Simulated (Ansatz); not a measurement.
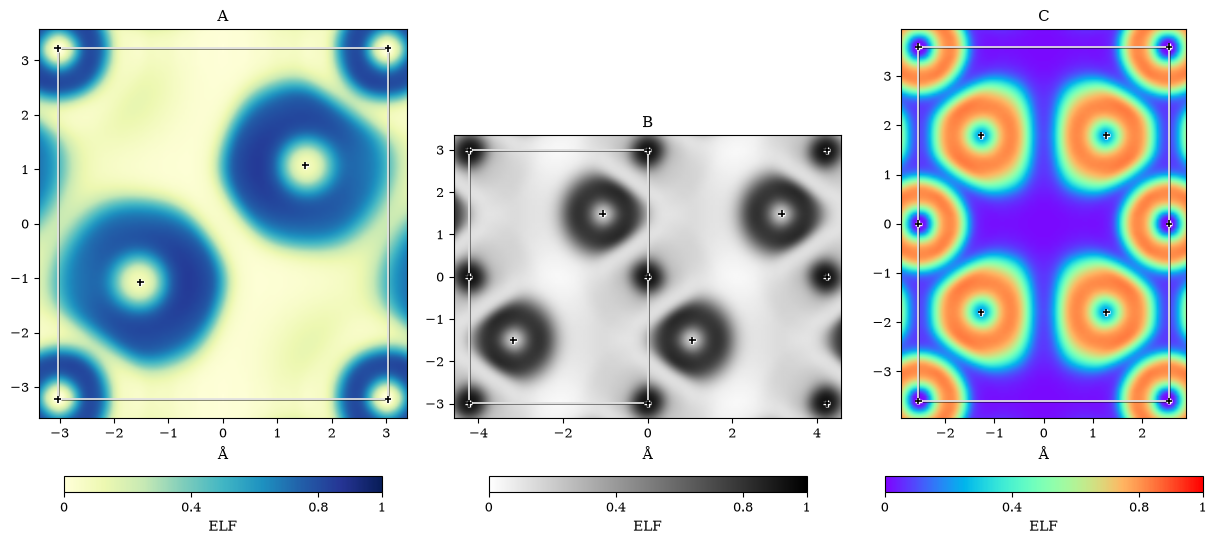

The electron localisation function of 3 systems, each on a plane through atoms (crosses mark nuclei in the plane).

Theory: Kohn-Sham DFT of a periodic cell, PBEsol, Ansatz PAW (Ansatz).

System 1: Cu₂O, the (110) plane of the conventional cell. Space group Pn-3m.

```xyz
6
Lattice="4.2314 0.0000 0.0000 0.0000 4.2314 0.0000 0.0000 0.0000 4.2314" Properties=species:S:1:pos:R:3 pbc="T T T"
Cu    3.1736    1.0579    3.1736
Cu    3.1736    3.1736    1.0579
Cu    1.0579    3.1736    3.1736
Cu    1.0579    1.0579    1.0579
O     2.1157    2.1157    2.1157
O     0.0000    0.0000    0.0000
```

System 2: ZrSe₂, the (110) plane of the conventional cell. Space group P-3m1; not relaxed (largest force 0.8 eV/Å); computed pressure about 4 GPa in this cell.

```
Zr Se
1.0
     3.72047    0.00000    0.00000
    -1.86023    3.22202    0.00000
     0.00000    0.00000    6.06560
Zr Se
1 2
Direct
  0.00000 0.00000 0.00000
  0.66667 0.33333 0.75000
  0.33333 0.66667 0.25000
```

System 3: ZrO₂, the (011) plane of the conventional cell. Space group Fm-3m; a structure from a database of computed crystals, not necessarily the ambient phase; computed pressure about −4 GPa in this cell.

```cif
data_structure
_symmetry_space_group_name_H-M 'P 1'
_symmetry_Int_Tables_number 1
_cell_length_a 5.0901
_cell_length_b 5.0901
_cell_length_c 5.0901
_cell_angle_alpha 90.000
_cell_angle_beta 90.000
_cell_angle_gamma 90.000
_cell_volume 131.88
loop_
_atom_site_label
_atom_site_type_symbol
_atom_site_fract_x
_atom_site_fract_y
_atom_site_fract_z
_atom_site_occupancy
Zr1 Zr 0.00000 0.00000 0.00000 1
Zr2 Zr 0.50000 0.50000 0.00000 1
Zr3 Zr 0.50000 0.00000 0.50000 1
Zr4 Zr 0.00000 0.50000 0.50000 1
O1 O 0.75000 0.25000 0.25000 1
O2 O 0.25000 0.75000 0.25000 1
O3 O 0.25000 0.25000 0.75000 1
O4 O 0.75000 0.75000 0.75000 1
O5 O 0.25000 0.25000 0.25000 1
O6 O 0.75000 0.75000 0.25000 1
O7 O 0.75000 0.25000 0.75000 1
O8 O 0.25000 0.75000 0.75000 1
```

Q: Match each panel to its system.

A: Panel A is system 2, ZrSe₂: the plane holds Zr and Se. Zr–Se (2.63 Å): the ELF is about 0.45 at the midpoint. Panel B is system 1, Cu₂O: the plane holds Cu and O. Cu–O (1.83 Å): the ELF peaks at about 0.85 in the valence shell of O, 0.6 Å from its nucleus, and is about 0.25 at the midpoint; no shared electron pair shows on this line. Panel C is system 3, ZrO₂: the plane holds Zr and O. Zr–O (2.20 Å): the ELF peaks at about 0.85 in the valence shell of O, 0.6 Å from its nucleus, and drops to about 0.20 between the two atoms (no localised pair shows between them).
